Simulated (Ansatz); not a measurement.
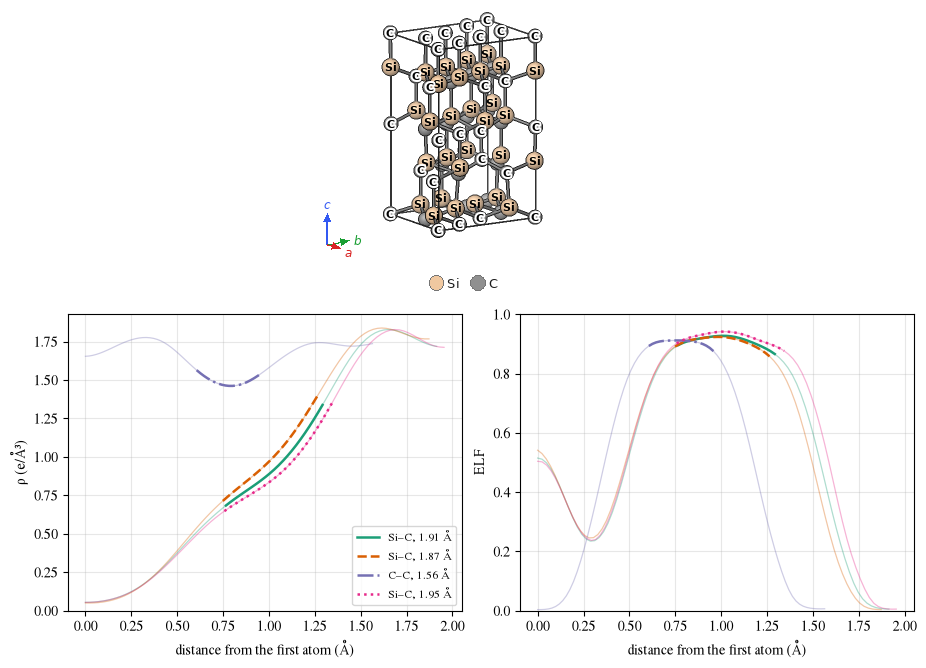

Figure. Si27C28 (cell with a defect). Valence pseudo-density and electron localisation function along straight lines between neighbouring atoms. Thin, pale parts lie inside the atomic spheres. The structure is drawn too.

These are results of DFT PBE, scalar-relativistic, plane waves, PAW in Ansatz 0.2.0, not measurements.

In a PAW calculation such maps are meaningful between the atoms, not at the nuclei.

**What can be read from the curves?**

Si–C (1.91 Å): ρ at the midpoint is about 0.85 e/Å³; the ELF peaks at about 0.95 between the atoms.
Si–C (1.87 Å): the density is about 0.9 e/Å³ at the midpoint; the ELF peaks at about 0.90 between the atoms.
C–C (1.56 Å): the density is about 1.5 e/Å³ at the midpoint; the ELF peaks at about 0.90 between the atoms.
Si–C (1.95 Å): ρ at the midpoint is about 0.81 e/Å³; the ELF peaks at about 0.95 between the atoms.
